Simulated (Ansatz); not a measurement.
**Field-gradient calculation, with input and output: Se**

Se (P1, 3 atoms in the cell), computed with DFT, PBEsol, PAW with Ansatz's default frozen-core files, scalar-relativistic, no spin polarisation (Ansatz 0.2.0).

The structure derives from an entry of the Crystallography Open Database. It belongs to a series of runs on one base structure; here: equal xy, yz and zx shear strains of +2 %, PAW files. Figures and captions count atoms from 1; the log counts them from 0 in places.

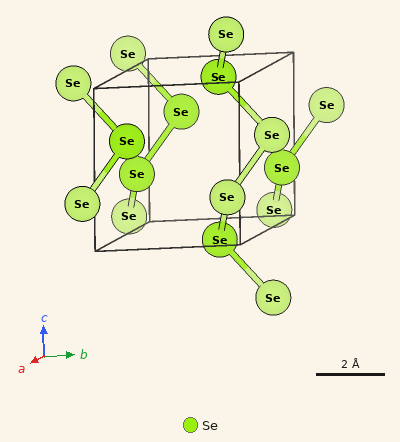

Figure 1. The structure as given in the input (ball-and-stick view of the cell of the calculation, seen slightly off an axis; neighbours outside the cell are drawn fainter). An atom can appear more than once, as a periodic image. Near neighbours in the periodic cell (some may lie outside the picture): Se has 2 Se at 2.35 to 2.42 Å.

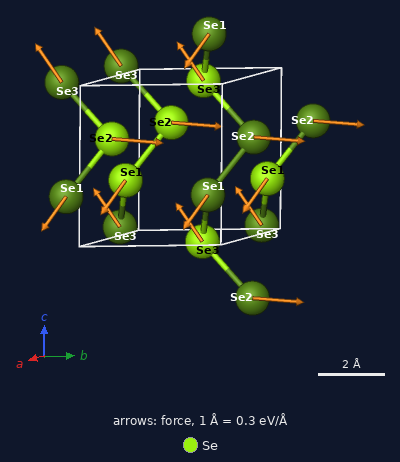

Figure 2. Forces on the atoms as orange arrows (ball-and-stick view of the cell of the calculation, seen at an oblique angle; neighbours outside the cell are drawn fainter; atoms are numbered from 1 in the order of the input). The largest act on Se2 (0.48 eV/Å); Se3 (0.44 eV/Å); Se1 (0.40 eV/Å). The geometry is not a stationary point of this energy.

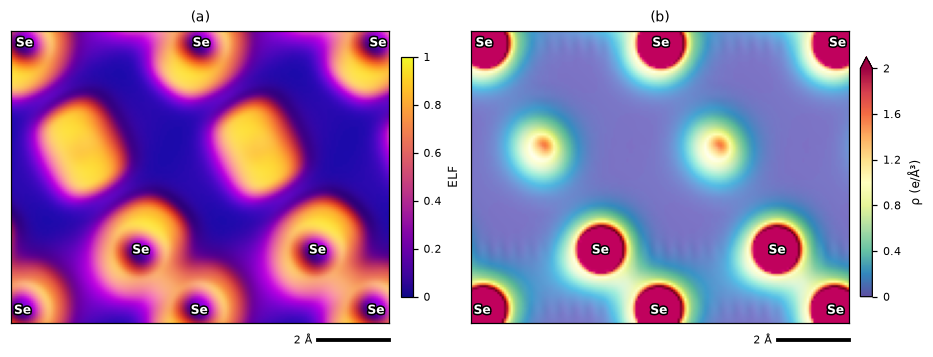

Figure 3. (a) electron localisation function; (b) valence charge density (pseudo) on the (110) plane of the conventional cell. The section cuts through Se sites. Se–Se (2.35 Å): ρ is about 0.68 e/Å³ halfway; the ELF peaks at about 0.70 between the atoms. Away from the nuclei the density in this plane falls to 0.02 e/Å³ at its lowest. The fields are those of the smooth PAW valence density.

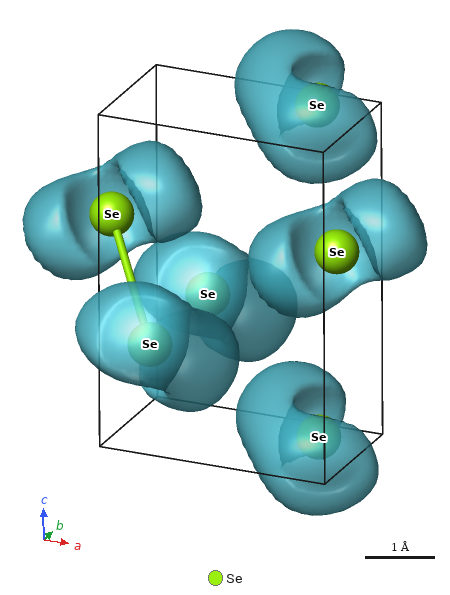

Figure 4. Isosurface of the ELF at 0.75 (cyan), seen slightly off an axis. Only the valence region is drawn (cores and ρ < 0.01 e/Å³ removed). Sticks mark near contacts. The outline is the cell set on symmetry axes. Values along the shortest contacts: Se–Se (2.35 Å): the ELF peaks at about 0.70 between the atoms. Se–Se (2.42 Å): the ELF peaks at about 0.70 between the atoms.

The input and output of the run follow.

### Input file
```yaml
crystal:
  lattice:
    - [4.3661999489, 0.0436619995, 0.0436619995]
    - [-2.1452875738, 3.759409074, 0.015981401]
    - [0.049536, 0.049536, 4.9536]
  atoms:
    - { symbol: Se, position: [0.2254, 0.0, 0.3333333333] }
    - { symbol: Se, position: [0.0, 0.2254, 0.6666666667] }
    - { symbol: Se, position: [0.7746, 0.7746, 0.0] }
kpoints:
  mp_grid: { grid: [6, 6, 5] }
scf:
  occupations: { method: fermi_dirac, width: 0.03 }
hamiltonian:
  xc: pbesol
  pseudopotentials: { kind: paw }
output:
  forces: true
  stress: true
  eigenvalues: true
  efg: { contact_densities: true }
  write_density: true
  write_potential: true
  elf: true
  volumetric_format: npy
```

Command:
```bash
ansatz run input.yaml --threads 1 --pin off --max-ram 6144MiB --backend cpu --events-out ev --progress --plain --runs-dir out
```

### Log
```
Engine: ansatz 0.2.0, aarch64-unknown-linux-gnu
Pseudopotentials: kind: paw
Pseudopotential: Se, paw, valence charge 16, recommended cutoff 420 eV (normal), Se.paw.azcp
Functional definition: PBEsol
  exchange = pbesol_x
  correlation = pbesol_c
Crystal: 3 atoms, lattice volume = 81.758 Å³
Basis set: ecut = 420 eV, 1589 PW (Γ), exchange–correlation on 60×60×72 points (8 copies of the dense FFT grid, shifted against one another)
Bands: 29, of which v1, the nominal top of the filled ones, is band 24 counted from 1 (23 counted from 0)
Symmetry: 1 space group operations
Space group: P1 (ITA 1), of the structure as read, at distance tolerance 4.3e-5 Å
k-points: 92 of 180 (time reversal used)
Non-local potential: Se, projectors of the file, l = 0: 2, l = 1: 2, l = 2: 3, l = 3: 1
PAW form: soft (Blöchl's): semilocal exchange-correlation on the pseudo side does not see the compensation charge
PAW frozen core: Se, regenerated for the run's functional, and the local potential with it (the file was generated under x = pbe(κ = 0.804, μ = 0.2195149727645171), c = pbe(β = 0.06672455060314922))
PAW one-centre angular grid: Se, 590 points (default); XC on 64 Gauss nodes
Initial density: superposition of atomic densities (neutral atoms: chi_scale 0, normalization atom), corrected by the library's trained network
Initial wavefunctions: pseudopotential atomic-orbital guess
Functional: x = pbesol(κ = 0.804, μ = 0.12345679012345678), c = pbesol(β = 0.046)
SCF iter   1: F=—  HF=-16272.534475 eV  |F-HF|=—  |Δ(HF+E_count)|=         —  Δρ=2.18e-3  dr2=2.81e-3  ethr=1.77e-3  ⟨swp⟩=6.1  Hψ=11521  notcnv=0
preconditioner: auto → Resta (q_TF=auto, 2.497 Å⁻¹)  ε∞=3.8  [insulator: Δε(μ)=1.075 eV  Ē_g=10.385 eV  σ=0.030 eV  W_gap=1.00  n_scr=20 (ndim 8)  ℏωp=17.4 eV  f_vac=0.096  D(μ)=0.00/eV (n_scr^D=0)  ε∞_Penn≈3.8]
SCF iter   2: F=—  HF=-16272.534229 eV  |F-HF|=—  |Δ(HF+E_count)|=   2.45e-4  Δρ=1.29e-3  dr2=1.02e-3  ethr=5.86e-6  ⟨swp⟩=3.0  Hψ=5890  notcnv=0  defer=83
SCF iter   3: F=—  HF=-16272.534692 eV  |F-HF|=—  |Δ(HF+E_count)|=   4.62e-4  Δρ=2.49e-4  dr2=6.99e-5  ethr=2.13e-6  ⟨swp⟩=2.0  Hψ=3790  notcnv=0  defer=83
SCF iter   4: F=—  HF=-16272.534758 eV  |F-HF|=—  |Δ(HF+E_count)|=   6.63e-5  Δρ=8.67e-5  dr2=9.33e-6  ethr=1.46e-7  ⟨swp⟩=2.0  Hψ=3323  notcnv=0  defer=83
SCF iter   5: F=—  HF=-16272.534770 eV  |F-HF|=—  |Δ(HF+E_count)|=   1.22e-5  Δρ=3.98e-5  dr2=2.41e-6  ethr=1.94e-8  ⟨swp⟩=2.0  Hψ=4793  notcnv=0  defer=83
SCF iter   6: F=—  HF=-16272.534770 eV  |F-HF|=—  |Δ(HF+E_count)|=   2.92e-7  Δρ=1.26e-5  dr2=1.38e-7  ethr=5.02e-9  ⟨swp⟩=2.0  Hψ=4793  notcnv=0  defer=83
SCF iter   7: F=-16272.534770 eV  HF=-16272.534770 eV  |F-HF|=9.22e-9  |Δ(HF+E_count)|=   2.07e-7  Δρ=2.68e-6  dr2=5.16e-9  ethr=2.08e-10  ⟨swp⟩=10.3  Hψ=17836  notcnv=0
SCF 1 converged in 7 iterations: F = -16272.534770 eV  dr2 = 5.16e-9
  greatest PAW one-centre occupation: 1.000 electrons in one spin orbital (limit 2), on the Se atom at site 1 (counted from 0), in its partial waves of l = 2
SCF converged after 7 iterations
Free energy (F): -16272.534770 eV
Harris-Foulkes:  -16272.534770 eV  (|F-HF|=9.22e-9)
Internal energy: -16272.534770 eV  (E = F + TS)
E sigma→0 (E₀):  -16272.534770 eV
Fermi energy:    7.260960 eV
--- Per-component energies (eV) ---
  E_band       = -1233.051736
  E_kinetic    = 351.683015
  E_local      = -7748.860606  (includes V_loc(G=0)·N_el)
  E_nonlocal   = -1774.081889
  E_hartree    = 3790.216548
  E_xc         = -308.025702
  E_vxc        = -291.568275  (∫ρ·V_xc dr)
  E_paw        = -5605.488150  (= ΣΔE_a)
  E_vpaw       = 649.344487  (= ΣTr[D̂ρ^β])
  E_aug_tail   = -0.001814  (compensation charges beyond the density's cutoff)
  E_ewald      = -4981.001523
  E_core_change = 3.025351  (= ΣΔE_core)
  E_smearing   = -0.000000  (= −TS)
  E_closure    = 0.000000  (closes the sum)
  Σ components = -16272.534770   (vs F -16272.534770, Δ=0.00e0)
--- Forces (eV/Å), atoms counted from 1 ---
  atom   1  Se     0.21331108    -0.15291451    -0.30716286
  atom   2  Se    -0.24000365     0.41332554    -0.04396142
  atom   3  Se     0.02669179    -0.26040964     0.35112430
  max |Σ_I F_I| component: 1.39e-6 eV/Å
--- Stress (GPa, compression-positive) ---
       -0.616206      -0.667042      -1.323838
       -0.667042       0.202931      -0.948857
       -1.323838      -0.948856       1.289672
  P = ⅓ Tr σ = 0.2921 GPa (2.921 kbar)
--- PAW observables at the nuclei: V_zz in 10²¹ V/m², potentials from the cell's mean, atoms counted from 1 ---
  atom   1  Se V_zz =   -51.680785   η = 0.3300   by run symmetry: allowed
            electrostatic potential = -4707.472597 V   contact ρ = 262420.774542 e/Å³
  atom   2  Se V_zz =   -49.048371   η = 0.3570   by run symmetry: allowed
            electrostatic potential = -4707.433178 V   contact ρ = 262420.676371 e/Å³
  atom   3  Se V_zz =   -51.221098   η = 0.3313   by run symmetry: allowed
            electrostatic potential = -4707.470814 V   contact ρ = 262420.466890 e/Å³
--- Band table (eV; the first three rows and the last of 92) ---
  k-point 0: bands = ["-41.5443", "-41.5227", "-41.4939", "-41.4707", "-41.4679", "-41.4291", "-41.3400", "-41.2922", "-41.2907", "-41.2869", "-41.2521", "-41.2445", "-41.2409", "-41.2009", "-41.1894", "-9.1009", "-5.0531", "-4.8752", "2.8957", "2.9105", "3.0286", "4.6950", "4.7365", "6.3669", "8.4395", "8.7615", "8.9649", "12.6784", "13.1624"]
  k-point 1: bands = ["-41.5475", "-41.5205", "-41.4904", "-41.4723", "-41.4650", "-41.4336", "-41.3400", "-41.2922", "-41.2907", "-41.2868", "-41.2513", "-41.2446", "-41.2408", "-41.2014", "-41.1893", "-8.9120", "-6.2811", "-3.6994", "2.4466", "3.0895", "3.2109", "4.7614", "5.0668", "6.0790", "8.1566", "8.4472", "8.6126", "13.4960", "13.5362"]
  k-point 2: bands = ["-41.5515", "-41.5183", "-41.4837", "-41.4744", "-41.4577", "-41.4445", "-41.3400", "-41.2922", "-41.2908", "-41.2866", "-41.2499", "-41.2447", "-41.2407", "-41.2021", "-41.1892", "-8.3615", "-7.4361", "-2.8395", "1.9784", "3.2967", "3.3754", "5.0123", "5.4744", "5.5790", "7.7805", "8.0886", "8.1633", "13.0205", "13.7268"]
  k-point 91: bands = ["-41.5514", "-41.5181", "-41.4835", "-41.4743", "-41.4577", "-41.4445", "-41.3400", "-41.2920", "-41.2910", "-41.2865", "-41.2505", "-41.2448", "-41.2405", "-41.2029", "-41.1883", "-7.9317", "-7.1183", "-3.8766", "0.9146", "2.0848", "2.6814", "4.8000", "5.2914", "6.5396", "8.4998", "9.3962", "9.9259", "12.9223", "14.5416"]
```

### File rho_z.tsv
```
# z_ang	rho[e/angstrom^3]
# format = ansatz-planar-average/11
# lattice	4.366199949	0.043661999	0.043661999
# lattice	-2.145287574	3.759409074	0.015981401
# lattice	0.049536000	0.049536000	4.953600000
# sites	3
# site	34	1.000653468	0.026353415	1.661041415
# site	34	-0.450523819	0.880394805	3.306002208
# site	34	1.720318726	2.945858854	0.046199778
0.000000	1.200058e0
0.137614	1.052413e0
0.275228	7.377261e-1
0.412841	4.649076e-1
0.550455	3.102538e-1
0.688069	2.448681e-1
0.825683	2.282840e-1
0.963296	2.448360e-1
1.100910	3.101682e-1
1.238524	4.647534e-1
1.376138	7.375102e-1
1.513751	1.052167e0
1.651365	1.199819e0
1.788979	1.051915e0
1.926593	7.369995e-1
2.064206	4.640905e-1
2.201820	3.095522e-1
2.339434	2.443896e-1
2.477048	2.279775e-1
2.614661	2.446003e-1
2.752275	3.099682e-1
2.889889	4.646568e-1
3.027503	7.376031e-1
3.165116	1.052444e0
3.302730	1.200214e0
3.440344	1.052380e0
3.577958	7.374815e-1
3.715572	4.644929e-1
3.853185	3.097826e-1
3.990799	2.444112e-1
4.128413	2.277996e-1
4.266027	2.442483e-1
4.403640	3.094787e-1
4.541254	4.641105e-1
4.678868	7.371187e-1
4.816482	1.052111e0
```

### File v_z.tsv
```
# z_ang	v_es[eV]	v_tot[eV]
# format = ansatz-planar-average/11
# xc	pbesol
# density_cutoff_ev	1680
# datasets	Se=:simpson_from_first_knot:soft:shift=-935943
# lattice	4.366199949	0.043661999	0.043661999
# lattice	-2.145287574	3.759409074	0.015981401
# lattice	0.049536000	0.049536000	4.953600000
# sites	3
# site	34	1.000653468	0.026353415	1.661041415
# site	34	-0.450523819	0.880394805	3.306002208
# site	34	1.720318726	2.945858854	0.046199778
0.000000	5.945243e0	-3.492886e0
0.137614	5.946858e0	-3.459653e0
0.275228	5.949946e0	-3.355782e0
0.412841	5.966523e0	-3.205030e0
0.550455	6.042447e0	-3.012671e0
0.688069	6.164577e0	-2.828389e0
0.825683	6.217755e0	-2.759463e0
0.963296	6.162353e0	-2.829411e0
1.100910	6.038117e0	-3.014753e0
1.238524	5.960384e0	-3.208081e0
1.376138	5.942525e0	-3.359837e0
1.513751	5.938884e0	-3.464763e0
1.651365	5.937550e0	-3.498557e0
1.788979	5.930646e0	-3.456139e0
1.926593	5.926916e0	-3.343338e0
2.064206	5.939121e0	-3.185617e0
2.201820	6.013411e0	-2.988336e0
2.339434	6.136277e0	-2.800407e0
2.477048	6.191846e0	-2.729610e0
2.614661	6.139916e0	-2.799951e0
2.752275	6.019969e0	-2.987205e0
2.889889	5.947189e0	-3.183430e0
3.027503	5.934587e0	-3.338840e0
3.165116	5.935888e0	-3.447877e0
3.302730	5.938566e0	-3.485969e0
3.440344	5.934334e0	-3.447794e0
3.577958	5.931697e0	-3.338887e0
3.715572	5.943374e0	-3.183729e0
3.853185	6.015785e0	-2.987580e0
3.990799	6.135993e0	-2.800157e0
4.128413	6.188827e0	-2.729423e0
4.266027	6.134764e0	-2.799555e0
4.403640	6.013879e0	-2.986639e0
4.541254	5.941815e0	-3.182892e0
4.678868	5.931765e0	-3.339233e0
4.816482	5.937248e0	-3.450819e0
```

### Summary

```csv
quantity,value
outcome,converged
space group (tolerance 0.01 Å),P1 (1)
electrons treated,48
free energy,−16272.5348 eV
Fermi energy,7.261 eV
pressure,0.29 GPa
field gradient V_zz (10²¹ V/m²),"Se −51.68, Se −49.05, Se −51.22"
largest force (length of the vector),0.480 eV/Å
hardware,"1 thread of Arm Neoverse V1, 24 GiB of memory available, shared host"
wall time,28 s
peak memory,0.43 GiB
```
